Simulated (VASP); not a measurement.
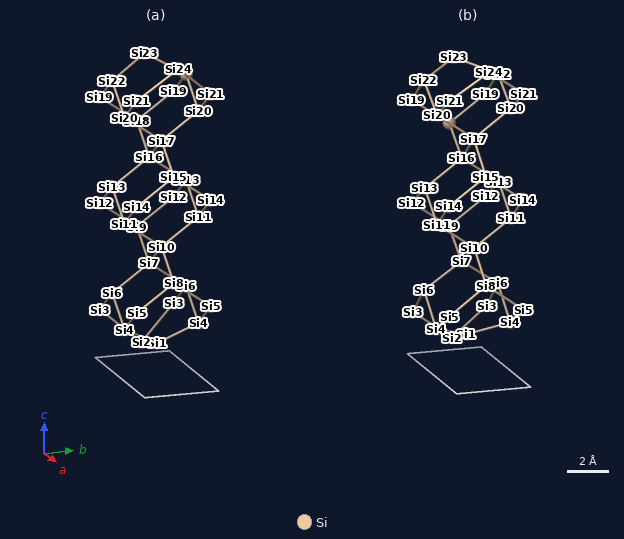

The structure of a slab of composition Si before (left) and after (right) a relaxation, at one scale.

A ball-and-stick model of the cell of the calculation, outlined in the plane, without the vacuum (origin shifted), seen slightly off an axis.

The run lets the atoms move in a fixed cell.

All numbers below come from Kohn-Sham DFT of a periodic cell, PBE, VASP PAW PBE potentials, recommended (VASP).

Input file:
```
SYSTEM = Si
  PREC = Accurate
  ENCUT = 520
  EDIFF = 1E-7
  ISMEAR = 0
  SIGMA = 0.03
  LREAL = .False.
  LASPH = .True.
  NELM = 120
  ALGO = Normal
  ISIF = 2
  LWAVE = .False.
  LCHARG = .False.
  LDIPOL = .True.
  IDIPOL = 3
  DIPOL = 0.5 0.5 0.500
  GGA = PE
  IBRION = 2
  NSW = 90
  EDIFFG = -0.01
  ISYM = 0
  KPAR = 8
```

Launched with:
```bash
cat potpaw_PBE.64/Si/POTCAR > POTCAR
mpirun -np 8 vasp_std > vasp.out
```

> Describe what moved and what it gained.

The largest moves relative to the layer's centre, 0.54 Å, are those of Si1 and Si23. Si1 goes at 50° to the normal (+c side). The cell stays as it was. Some distances before and after: Si21–Si24 2.653 → 2.404 Å, Si1–Si2 2.500 → 2.304 Å, Si19–Si22 2.368 → 2.429 Å, Si20–Si21 2.368 → 2.401 Å. Among the angles between lasting bonds that change: Si24–Si21–Si24 93.6° → 107.1°, Si1–Si4–Si6 90.7° → 80.0°, Si21–Si19–Si22 109.5° → 99.1°. Over 33 geometry steps the energy falls by 1.494 eV per cell of the calculation. The largest force component goes from 1.1 to 0.0095 eV/Å. At step 3 the optimiser overshot: the energy rose above the start, and later steps came back.
